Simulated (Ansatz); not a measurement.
**LiH (Fm-3m): converging the G0W0 gap**

Aim: see how the G0W0 gap of LiH (Fm-3m) on PBE moves with empty bands and screening cutoff, and what each rung costs.

Method: G0W0 on PBE, plane waves, PAW, in Ansatz 0.2.0.

The database entry behind the starting cell differs from later determinations by our own check (the deuteride, about 0.2 % short), so it need not match the best structure at ambient conditions.

### Step 1. Starting point

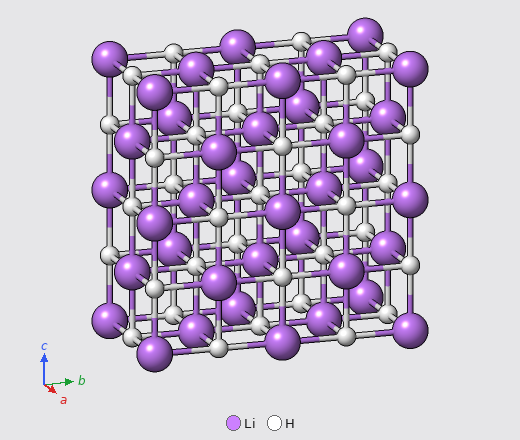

The starting structure, seen slightly off an axis (lithium purple, hydrogen white). 1×2×2 cells are drawn. This picture shows the conventional cell, with its axes. Some periodic images of atoms are drawn too.

The cell and positions come from the Crystallography Open Database and are kept as given unless a step says otherwise. The default PAW set here is soft_2. Its files were made with PBE.

### Step 2. 17 empty bands, screening to 60 eV

G0W0 replaces the xc potential by the self-energy, built once from these orbitals. Only a window of levels is corrected, while the sums run over the empty bands that the input names.

File input.yaml:

```yaml
crystal:
  lattice:
    - [0.0, 2.03675, 2.03675]
    - [2.03675, 0.0, 2.03675]
    - [2.03675, 2.03675, 0.0]
  atoms:
    - { symbol: Li, position: [0.0, 0.0, 0.0] }
    - { symbol: H, position: [0.5, 0.5, 0.5] }
kpoints:
  mp_grid: { grid: [6, 6, 6] }
hamiltonian:
  xc: pbe
scf:
  occupations: { method: fixed }
gw:
  n_empty_bands: 17
  ecut_chi: 60
  qp_bands: [v2, c2]
  qp_kpoints: band_edges
  screening: { model: contour_deformation }
```

The run is started by

```sh
$ ansatz run input.yaml --threads 3 --pin off --max-ram 92160MiB --backend cuda --events-out ev --progress --plain --runs-dir out --devices 1 --max-vram 13GiB  # rebuilt from the run's record
```

Numbers of over 12 decimals in the logs are rounded to 6 here.

The log of the run:

```text
GPUs: using 1 of 1 available (devices: 1).
Engine: ansatz 0.2.0, x86_64-unknown-linux-gnu
Pseudopotentials: kind: paw
Pseudopotential: Li, paw, valence charge 3, recommended cutoff 420 eV (normal), Li.paw.azcp
Pseudopotential: H, paw, valence charge 1, recommended cutoff 420 eV (normal), H.paw.azcp
Functional definition: PBE
  parameter kappa = 0.804
  parameter beta = 0.066725
  exchange = pbe_x(kappa = kappa, mu = beta*pi^2/3)
  correlation = pbe_c(beta = beta)
device memory: the entry about to start is reckoned to put 0.3 GiB on a device that reports 38.2 GiB free (of which the cap on the GPU budget leaves the run 13.0 GiB)
GPU FFT provider: cuFFT
GPU libraries: cuBLAS 13.8.2, cuFFT 12.4.0, cuSOLVER 12.3.4
Crystal: 2 atoms, lattice volume = 16.898 Å³
Basis set: ecut = 420 eV, 331 PW (Γ)
Bands: 6, of which v1, the nominal top of the filled ones, is band 2 counted from 1 (1 counted from 0)
Symmetry: 48 space group operations
Space group: Fm-3m (ITA 225), of the structure as read, at distance tolerance 2.6e-5 Å
k-points: 16 of 216
Non-local potential: Li, projectors of the file, l = 0: 3, l = 1: 2, l = 2: 1
Non-local potential: H, projectors of the file, l = 0: 2, l = 1: 1
PAW form: soft (Blöchl's): semilocal exchange-correlation on the pseudo side does not see the compensation charge
PAW one-centre angular grid: Li, 110 points (default); XC on 64 Gauss nodes
PAW one-centre angular grid: H, 110 points (default); XC on 64 Gauss nodes
Initial density: superposition of atomic densities (neutral atoms: chi_scale 0, normalization atom), corrected by the library's trained network
Initial wavefunctions: pseudopotential atomic-orbital guess
GPU buffer pool allocated for 8000 grid points (all kernels)
GPU transforms: local potential and band sums: pruned to the plane-wave sphere, on 18×20×20
Functional: x = pbe(κ = 0.804, μ = 0.219515), c = pbe(β = 0.066725)
SCF iter   1: F=—  HF=-221.386512 eV  |F-HF|=—  |Δ(HF+E_count)|=         —  Δρ=8.47e-4  dr2=5.58e-5  ethr=1.77e-3  ⟨swp⟩=4.0  Hψ=746  notcnv=0  defer=22
preconditioner: auto → none  [insulator: Δε(μ)=3.006 eV  Ē_g=13.708 eV  n_scr=0 (ndim 8)  ℏωp=12.8 eV  f_vac=0.000  ε∞_Penn≈1.9]
SCF iter   2: F=—  HF=-221.386540 eV  |F-HF|=—  |Δ(HF+E_count)|=   2.74e-5  Δρ=3.70e-4  dr2=9.58e-6  ethr=1.40e-6  ⟨swp⟩=2.0  Hψ=259  notcnv=0  defer=27
SCF iter   3: F=—  HF=-221.386558 eV  |F-HF|=—  |Δ(HF+E_count)|=   1.88e-5  Δρ=5.34e-5  dr2=3.03e-7  ethr=2.39e-7  ⟨swp⟩=2.0  Hψ=146  notcnv=0  defer=27
iter 4 did not close the SCF: its close was put off for the readings that it lacked (scf_convergence_deferred on its scf_iter line)
SCF iter   4: F=-221.386559 eV  HF=-221.386559 eV  |F-HF|=3.27e-10  |Δ(HF+E_count)|=   7.41e-7  Δρ=3.25e-6  dr2=7.24e-10  ethr=7.59e-9  ⟨swp⟩=2.0  Hψ=112  notcnv=0  defer=27
iter 5 did not close the SCF: its close was put off for the readings that it lacked (scf_convergence_deferred on its scf_iter line)
SCF iter   5: F=-221.386559 eV  HF=-221.386559 eV  |F-HF|=3.24e-11  |Δ(HF+E_count)|=  9.62e-11  Δρ=5.31e-7  dr2=4.01e-11  ethr=1.81e-11  ⟨swp⟩=2.0  Hψ=127  notcnv=0  defer=27
SCF iter   6: F=-221.386559 eV  HF=-221.386559 eV  |F-HF|=2.84e-13  |Δ(HF+E_count)|=  4.02e-11  Δρ=9.18e-8  dr2=1.45e-12  ethr=1.00e-12  ⟨swp⟩=3.2  Hψ=481  notcnv=0
SCF 1 converged in 6 iterations: F = -221.386559 eV  dr2 = 1.45e-12
  greatest PAW one-centre occupation: 1.000 electrons in one spin orbital (limit 2), on the Li atom at site 0 (counted from 0), in its partial waves of l = 0
device memory: the entry about to start is reckoned to put 0.4 GiB on a device that reports 38.2 GiB free (of which the cap on the GPU budget leaves the run 13.0 GiB)
NSCF: frozen V_eff on 16 k-points, pencils in batches of 32, up to order 24
the band table was solved once the SCF had ended and its energy, with any forces and stress, was formed, with the checks that follow a solve (784 applications of the Hamiltonian). They found nothing against the state; the energy, forces and stress were not computed again (output.eigenvalues in the input reference)
device memory: the entry about to start is reckoned to put 0.4 GiB on a device that reports 38.2 GiB free (of which the cap on the GPU budget leaves the run 13.0 GiB)
NSCF: frozen V_eff on 16 k-points, pencils in batches of 32, up to order 96
G₀W₀ screening: q 1/16
[... further progress lines ...]
device memory: the entry about to start is reckoned to put 0.2 GiB on a device that reports 38.9 GiB free (of which the cap on the GPU budget leaves the run 13.0 GiB)
NSCF: frozen V_eff on 1 k-points
device memory: the entry about to start is reckoned to put 0.2 GiB on a device that reports 39.4 GiB free (of which the cap on the GPU budget leaves the run 13.0 GiB)
NSCF: frozen V_eff on 1 k-points
SCF converged after 6 iterations
Free energy (F): -221.386559 eV
Harris-Foulkes:  -221.386559 eV  (|F-HF|=2.84e-13)
Internal energy: -221.386559 eV  (E = F + TS)
E sigma→0 (E₀):  -221.386559 eV
Fermi energy:    0.486615 eV
--- Per-component energies (eV) ---
  E_band       = -91.085351
  E_kinetic    = 35.610486
  E_local      = -126.384971  (includes V_loc(G=0)·N_el)
  E_nonlocal   = -31.778319
  E_hartree    = 35.369673
  E_xc         = -20.075558
  E_vxc        = -25.909943  (∫ρ·V_xc dr)
  E_paw        = -21.533923  (= ΣΔE_a)
  E_vpaw       = -13.360923  (= ΣTr[D̂ρ^β])
  E_aug_tail   = -0.001032  (compensation charges beyond the density's cutoff)
  E_ewald      = -92.592916
  E_smearing   = -0.000000  (= −TS)
  E_closure    = 0.000000  (closes the sum)
  Σ components = -221.386559   (vs F -221.386559, Δ=0.00e0)
--- Band table (eV; the first three rows and the last of 16) ---
  k-point 0: bands = ["-43.8346", "-4.7725", "15.9654", "17.8816", "17.8816", "17.8816"]
  k-point 1: bands = ["-43.8250", "-4.2936", "12.6082", "16.0174", "17.0993", "17.0993"]
  k-point 2: bands = ["-43.8058", "-3.0064", "7.6144", "14.3573", "16.4977", "16.4977"]
  k-point 15: bands = ["-43.7842", "0.3317", "4.4917", "7.4119", "11.6767", "17.4415"]
--- G₀W₀: contour deformation, 6 samples at zero and on the imaginary axis and 6 off it, 216 q-points, 17 empty bands' worth ---
  eigenvalues of the whole cell's RPA ε∞ on this k-mesh (on a slab, of 1 + 4πα/V) = 4.1891, 4.1891, 4.1891; static W/v taken at q = 0 is 0.238715
  bands read: the sum over 19 bands ends inside a degenerate multiplet in 1 slot, whose members it reads at an even weight; the widest, k=12: bands 19 to 20 (counted from 1) at 1/2 each
  gw.qp_kpoints: band_edges: 4 of 16 stored k-points solved, in 1 pass; an edge of the gap read off the rows below is read off those points alone
    valence top: of the k-points left out ik 10 came nearest to being solved in a further pass, in band 2 (counted from 1, as in the quasiparticle table): it holds the edge there only if its correction is more favourable than any solved in that band by at least 1.022 eV; those differ by 0.163 eV
    conduction bottom: of the k-points left out ik 10 came nearest to being solved in a further pass, in band 3 (counted from 1, as in the quasiparticle table): it holds the edge there only if its correction is more favourable than any solved in that band by at least 1.635 eV; those differ by 0.098 eV
  `?` marks the rows in doubt; gw_qp.tsv's column doubts and the gw_qp event give each row's grounds
    ik  band        ε_KS         Σx   Σc(E_QP)       V_xc       Z   E_QP_lin       E_QP  E_QP is
     3     1    -43.7962   -44.6433     8.7130   -28.9166  0.7494   -51.9335   -50.8098  root ?
     3     2     -2.0030   -14.3557     3.1346   -10.0584  0.7308    -3.2029    -3.1657  root
     3     3      5.2774    -4.1800    -3.7132    -8.4763  0.7903     5.8662     5.8604  root
     3     4     13.7398    -3.6065    -5.5309    -9.9175  0.7501    14.5770    14.5198  root
    11     1    -43.7872   -44.6619     8.7159   -28.9339  0.7496   -51.9272   -50.7992  root ?
    11     2     -0.5315   -14.2012     2.5579   -10.5845  0.7528    -1.6139    -1.5903  root
    11     3      5.4773    -3.1246    -3.8343    -7.6399  0.7892     6.1667     6.1583  root
    11     4      7.5748    -4.0403    -4.0678    -8.7983  0.7693     8.2768     8.2650  root
    12     1    -43.7844   -44.6691     8.7169   -28.9389  0.7496   -51.9261   -50.7977  root ?
    12     2      0.4866   -14.6836     2.3375   -11.3458  0.7624    -0.5319    -0.5136  root
    12     3      3.5049    -3.6287    -3.3759    -7.6097  0.7990     4.1154     4.1099  root
    12     4     11.0677    -2.6164    -4.6914    -8.1689  0.7500    11.9367    11.9288  root
    15     1    -43.7842   -44.6683     8.7156   -28.9395  0.7496   -51.9253   -50.7974  root ?
    15     2      0.3317   -14.5565     2.3777   -11.1757  0.7610    -0.6902    -0.6714  root
    15     3      4.4917    -3.3645    -3.6110    -7.6245  0.7950     5.1476     5.1407  root
    15     4      7.4119    -2.7986    -4.1865    -7.6980  0.7734     8.1368     8.1247  root
```

The job ended after 7.8 s (1 × NVIDIA H100 80GB HBM3 (shared by 6 runs) with 3 threads of AMD EPYC 7R13 (Zen 3), shared host; peak memory 0.98 GiB).

In the SCF lines HF is the Harris–Foulkes energy and dr2 the Hartree energy of the density residual, in eV; the loop may stop once dr2 is under the threshold and the program's other checks hold. Hψ counts applications of the Hamiltonian.

Numbers from this step:

```
bands summed                                 : 19
RPA ε∞ on this mesh (eigenvalues)            : 4.189, 4.189, 4.189
plane waves in the screening matrix          : 15
q-points in the mesh                         : 216
G0W0 gap on the mesh                         : 4.624 eV
k of the valence top                         : 0, -0.5, -0.5
k of the conduction bottom                   : 0, -0.5, -0.5
starting gap on the mesh                     : 3.018 eV
Z at the valence top                         : 0.7624
Z at the conduction bottom                   : 0.7990
least direct G0W0 gap on the computed points : 4.624 eV
```

The gap on the mesh goes from 3.02 eV to 4.62 eV, a correction of +1.61 eV. Between the two edge states, bare exchange in place of the xc potential would open the gap by 7.32 eV, and correlation takes back 5.71 eV.

### Step 3. 50 empty bands, screening to 120 eV

Bands and screening cutoff are moved together, since each hides the error of the other.

input.yaml: that of step 2 with these lines changed.

```diff
@@ -15,4 +15,4 @@
 gw:
-  n_empty_bands: 17
-  ecut_chi: 60
+  n_empty_bands: 50
+  ecut_chi: 120
   qp_bands: [v2, c2]
```

The log of the run:

```text
GPUs: using 1 of 1 available (devices: 1).
[...]
GPU FFT provider: cuFFT
GPU libraries: cuBLAS 13.8.2, cuFFT 12.4.0, cuSOLVER 12.3.4
Crystal: 2 atoms, lattice volume = 16.898 Å³
Basis set: ecut = 420 eV, 331 PW (Γ)
Bands: 6, of which v1, the nominal top of the filled ones, is band 2 counted from 1 (1 counted from 0)
Symmetry: 48 space group operations
[...]
k-points: 16 of 216
[...]
GPU buffer pool allocated for 8000 grid points (all kernels)
[...]
SCF iter   1: F=—  HF=-221.386512 eV  |F-HF|=—  |Δ(HF+E_count)|=         —  Δρ=8.47e-4  dr2=5.58e-5  ethr=1.77e-3  ⟨swp⟩=4.0  Hψ=746  notcnv=0  defer=22
[...]
SCF iter   6: F=-221.386559 eV  HF=-221.386559 eV  |F-HF|=2.84e-13  |Δ(HF+E_count)|=  4.02e-11  Δρ=9.18e-8  dr2=1.45e-12  ethr=1.00e-12  ⟨swp⟩=3.2  Hψ=481  notcnv=0
SCF 1 converged in 6 iterations: F = -221.386559 eV  dr2 = 1.45e-12
[...]
NSCF: frozen V_eff on 16 k-points, pencils in batches of 32, up to order 24
[...]
NSCF: frozen V_eff on 16 k-points
G₀W₀ screening: q 1/16
[... further progress lines ...]
[...]
SCF converged after 6 iterations
Free energy (F): -221.386559 eV
[...]
Internal energy: -221.386559 eV  (E = F + TS)
E sigma→0 (E₀):  -221.386559 eV
Fermi energy:    0.486615 eV
[...]
--- Band table (eV; the first three rows and the last of 16) ---
[...]
3     1    -43.7962   -44.6433     8.9688   -28.9166  0.7443   -51.5559   -50.5540  root ?
     3     2     -2.0030   -14.3557     2.9363   -10.0584  0.7279    -3.4178    -3.3640  root
     3     3      5.2774    -4.1800    -3.8151    -8.4763  0.7898     5.7624     5.7585  root
     3     4     13.7398    -3.6065    -5.8373    -9.9175  0.7392    14.2209    14.2135  root
    11     1    -43.7872   -44.6619     8.9680   -28.9339  0.7445   -51.5498   -50.5471  root ?
    11     2     -0.5315   -14.2012     2.3142   -10.5845  0.7489    -1.8715    -1.8340  root
    11     3      5.4773    -3.1246    -3.9529    -7.6399  0.7887     6.0453     6.0397  root
    11     4      7.5748    -4.0403    -4.2246    -8.7983  0.7679     8.1154     8.1082  root
    12     1    -43.7844   -44.6691     8.9688   -28.9389  0.7445   -51.5490   -50.5458  root ?
    12     2      0.4866   -14.6836     2.0492   -11.3458  0.7575    -0.8340    -0.8019  root
    12     3      3.5049    -3.6287    -3.4865    -7.6097  0.7986     4.0029     3.9993  root
    12     4     11.0677    -2.6164    -4.8597    -8.1689  0.7490    11.7677    11.7606  root
    15     1    -43.7842   -44.6683     8.9677   -28.9395  0.7445   -51.5481   -50.5453  root ?
    15     2      0.3317   -14.5565     2.0935   -11.1757  0.7562    -0.9883    -0.9556  root
    15     3      4.4917    -3.3645    -3.7256    -7.6245  0.7946     5.0307     5.0261  root
    15     4      7.4119    -2.7986    -4.3134    -7.6980  0.7729     8.0056     7.9978  root
```

Wall time 9.1 s (1 × NVIDIA H100 80GB HBM3 (shared by 6 runs) with 3 threads); peak memory 0.98 GiB; 10 s of CPU time.

This step gave:

```
bands summed                                 : 52
RPA ε∞ on this mesh (eigenvalues)            : 4.186, 4.186, 4.186
plane waves in the screening matrix          : 59
q-points in the mesh                         : 216
G0W0 gap on the mesh                         : 4.801 eV
k of the valence top                         : 0, -0.5, -0.5
k of the conduction bottom                   : 0, -0.5, -0.5
starting gap on the mesh                     : 3.018 eV
Z at the valence top                         : 0.7575
Z at the conduction bottom                   : 0.7986
least direct G0W0 gap on the computed points : 4.801 eV
```

Against the run with 6×6×6 mesh, 17 empty bands, screening to 60 eV, the gap moves by +0.18 eV.

### Step 4. 108 empty bands, screening to 200 eV

input.yaml: that of step 3 with these lines changed.

```diff
@@ -15,4 +15,4 @@
 gw:
-  n_empty_bands: 50
-  ecut_chi: 120
+  n_empty_bands: 108
+  ecut_chi: 200.0
   qp_bands: [v2, c2]
```

The log of the run:

```text
GPUs: using 1 of 1 available (devices: 1).
[...]
GPU FFT provider: cuFFT
GPU libraries: cuBLAS 13.8.2, cuFFT 12.4.0, cuSOLVER 12.3.4
Crystal: 2 atoms, lattice volume = 16.898 Å³
Basis set: ecut = 420 eV, 331 PW (Γ)
Bands: 6, of which v1, the nominal top of the filled ones, is band 2 counted from 1 (1 counted from 0)
Symmetry: 48 space group operations
[...]
k-points: 16 of 216
[...]
12     3      3.5049    -3.6287    -3.5106    -7.6097  0.7985     3.9784     3.9752  root
    12     4     11.0677    -2.6164    -4.8950    -8.1689  0.7483    11.7325    11.7252  root
    15     1    -43.7842   -44.6683     9.2381   -28.9395  0.7390   -51.1488   -50.2749  root ?
    15     2      0.3317   -14.5565     1.9867   -11.1757  0.7551    -1.1019    -1.0624  root
    15     3      4.4917    -3.3645    -3.7506    -7.6245  0.7945     5.0053     5.0011  root
    15     4      7.4119    -2.7986    -4.3406    -7.6980  0.7727     7.9776     7.9706  root
[key lines of the parts left out:]
SCF converged after 6 iterations
Free energy (F): -221.386559 eV
Fermi energy:    0.486615 eV
```

Elapsed: 15 s, on 1 × NVIDIA H100 80GB HBM3 (shared by 6 runs) with 3 threads; peak memory 1 GiB; 21 s of CPU time.

Numbers from this step:

```
bands summed                                 : 110
RPA ε∞ on this mesh (eigenvalues)            : 4.185, 4.185, 4.185
plane waves in the screening matrix          : 113
G0W0 gap on the mesh                         : 4.885 eV
k of the valence top                         : 0, -0.5, -0.5
k of the conduction bottom                   : 0, -0.5, -0.5
starting gap on the mesh                     : 3.018 eV
least direct G0W0 gap on the computed points : 4.885 eV
```

Against the run with 6×6×6 mesh, 50 empty bands, screening to 120 eV, the gap moves by +0.08 eV.

### Step 5. Changing the k mesh: 4×4×4 mesh, 50 empty bands, screening to 120 eV

A second mesh at equal bands and cutoff isolates the sampling error. Bands and cutoff differ from the step before, so it is read against an earlier run that matches them.

input.yaml, the sections that differ from step 4:

```yaml
kpoints:
  mp_grid: { grid: [4, 4, 4] }
gw:
  n_empty_bands: 50
  ecut_chi: 120
  qp_bands: [v2, c2]
  qp_kpoints: band_edges
  screening: { model: contour_deformation }
# crystal, hamiltonian, scf: as in step 4
```

The log of the run:

```text
GPUs: using 1 of 1 available (devices: 1).
[...]
GPU FFT provider: cuFFT
GPU libraries: cuBLAS 13.8.2, cuFFT 12.4.0, cuSOLVER 12.3.4
Crystal: 2 atoms, lattice volume = 16.898 Å³
Basis set: ecut = 420 eV, 331 PW (Γ)
Bands: 6, of which v1, the nominal top of the filled ones, is band 2 counted from 1 (1 counted from 0)
Symmetry: 48 space group operations
[...]
k-points: 8 of 64
[...]
6     3      3.5104    -3.4568    -3.7311    -7.6018  0.7807     3.9278     3.9243  root
     6     4     11.0715    -2.5901    -4.9844    -8.1642  0.7230    11.6675    11.6613  root
     7     1    -43.7923   -44.6739     9.1812   -28.9396  0.7327   -51.3584   -50.3454  root ?
     7     2      0.2969   -14.6916     2.3511   -11.1284  0.7417    -0.9537    -0.9152  root
     7     3      5.7233    -3.0086    -4.1572    -7.6407  0.7721     6.2032     6.1980  root
     7     4      5.7233    -3.0086    -4.1572    -7.6407  0.7721     6.2032     6.1980  root
[key lines of the parts left out:]
SCF converged after 6 iterations
Free energy (F): -221.374750 eV
Fermi energy:    0.501723 eV
```

It took 5.4 s on 1 × NVIDIA H100 80GB HBM3 (shared by 6 runs) with 3 threads; peak memory 0.95 GiB; 7.3 s of CPU time.

Numbers from this step:

```
bands summed                                 : 52
RPA ε∞ on this mesh (eigenvalues)            : 5.128, 5.128, 5.128
plane waves in the screening matrix          : 59
G0W0 gap on the mesh                         : 4.645 eV
k of the valence top                         : 0, -0.5, -0.5
k of the conduction bottom                   : 0, -0.5, -0.5
starting gap on the mesh                     : 3.009 eV
least direct G0W0 gap on the computed points : 4.645 eV
```

Against the run with 6×6×6 mesh, 50 empty bands, screening to 120 eV, the gap moves by −0.16 eV.

(Continued in part 2 of 2.)

[Paths, hosts, dates, memory and timing lines, banners, echoed tables and standing remarks are left out of the program output.]

[Logs are printed without paths, hosts, clocks, repeated set-up lines and the standing remarks that a program may print on its own settings, such as how far it seeks lower states.]

[Runs of the session that timed out or met a known fault of the program may be left out.]

[Cells called generated may have been cut or substituted from an entry of the Crystallography Open Database or the Materials Project.]

[Hosts, paths, dates, database ids (printed as entryN), source tags and the programs' standing remarks are cut or masked in the printed files.]
